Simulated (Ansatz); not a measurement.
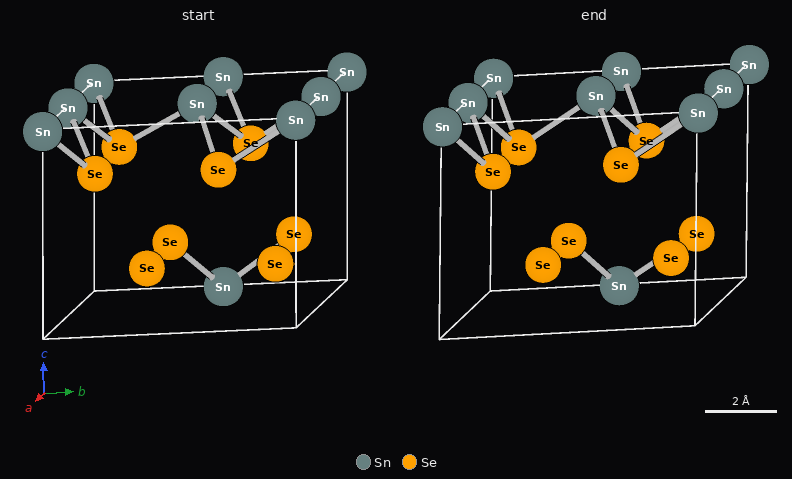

The structure of crystalline SnSe$_{2}$ (built on the 1T (CdI2) bulk type) before (left) and after (right) a relaxation, at one scale.

Style: ball-and-stick. Shown: the cell of the calculation, slightly off an axis.

Case: shaken.

The calculation used DFT, PBEsol, plane waves, PAW in Ansatz.

The input:
```yaml
crystal:
  lattice:
    - [7.6494659503, -0.0034518824, 0.0107948362]
    - [-3.827722393, 6.5346336247, -0.0745336813]
    - [0.0086683053, -0.0641052223, 6.023992755]
  atoms:
    - { symbol: Sn, position: [-0.0012397877, -0.0012933264, -0.0111728107] }
    - { symbol: Se, position: [0.1610168987, 0.3332730937, 0.2508324121] }
    - { symbol: Se, position: [0.3228134969, 0.1647931722, 0.7515787973] }
    - { symbol: Sn, position: [0.0067189557, 0.5114001346, -0.0050841561] }
    - { symbol: Se, position: [0.1545368918, 0.8207283161, 0.2616106749] }
    - { symbol: Se, position: [0.3319074557, 0.6860876075, 0.7427304567] }
    - { symbol: Sn, position: [0.4919419669, -0.0039395366, -0.0146901502] }
    - { symbol: Se, position: [0.6663094781, 0.3431556226, 0.2417483115] }
    - { symbol: Se, position: [0.8480244701, 0.1749950367, 0.7438105001] }
    - { symbol: Sn, position: [0.5164082203, 0.5117532048, -0.015929912] }
    - { symbol: Se, position: [0.6758195551, 0.8531329643, 0.2385575719] }
    - { symbol: Se, position: [0.8464977328, 0.6625879174, 0.7359477562] }
kpoints:
  mp_grid: { grid: [6, 6, 4] }
hamiltonian:
  xc: pbesol
scf:
  occupations: { method: fermi_dirac, width: 0.05 }
relax:
  f_tol: 0.01
  cell: {}
  max_steps: 120
```

Summarise the run.

The largest moves relative to the cell, 0.14 Å, are those of Se5 and Se12. Se5 goes roughly along [2 3 −2]. Largest moves by element: Se 0.14 Å, Sn 0.11 Å. The volume changes by +3.2 %, with a 7.649 → 7.637 Å (−0.2 %), b 7.574 → 7.637 Å (+0.8 %), c 6.024 → 6.147 Å (+2.0 %), α 91.1° → 90.0°, β 89.8° → 90.0°, γ 120.4° → 120.0°. Near-neighbour distances that change, for instance: Se6–Sn7 2.472 → 2.716 Å, Sn4–Se5 2.555 → 2.716 Å, Se2–Sn10 2.854 → 2.715 Å, Sn1–Se3 2.582 → 2.716 Å. Among the angles between lasting bonds that change: Sn1–Se3–Sn10 96.6° → 89.3°, Se2–Sn10–Se3 84.3° → 90.7°, Se6–Sn10–Se12 95.3° → 89.3°. The space group (tolerance 0.01 Å) goes from P1 (No. 1) to P-3m1 (No. 164). Over 5 accepted moves (6 points after the start) the energy falls by 0.711 eV per cell of the calculation. The largest force component goes from 1.5 to 0.0042 eV/Å. Pressure: 4.32 GPa at the start and −0.01 GPa at the end. At 1 point the geometry stayed and the basis and grid were re-selected for the new cell (energy shift of 2.4 meV per cell of the calculation at most each time).
